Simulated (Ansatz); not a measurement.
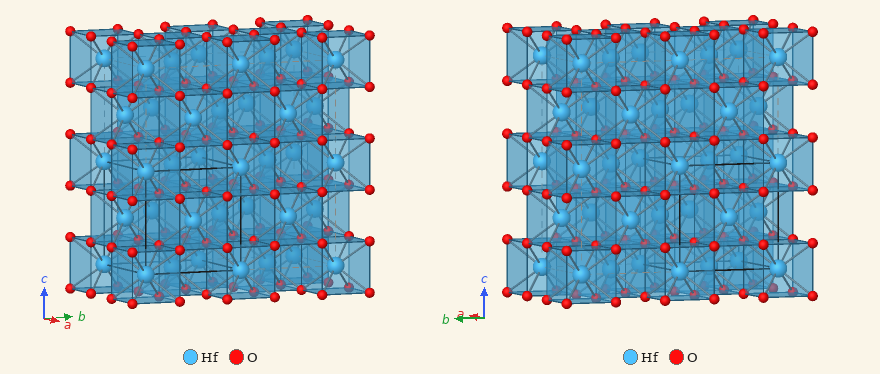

Polyhedra are drawn about Hf (bonds: Hf–O below 2.5 Å); other atoms are plain spheres. Two views of the same piece.

HfO₂ (space group Fm-3m, No. 225): a calculation's input that goes back to an entry of the Crystallography Open Database (an earlier step may have relaxed or displaced it).

> What figure surrounds each Hf atom, and what does it share with the other drawn polyhedra?

Hf: HfO8 cube, sharing edges with twelve neighbours.

> How do these polyhedra hang together as a whole?

They form a three-dimensional framework of edge-sharing cubes.

> How far apart are the centres of linked polyhedra?

Centre to centre across a shared edge: 3.62 Å.
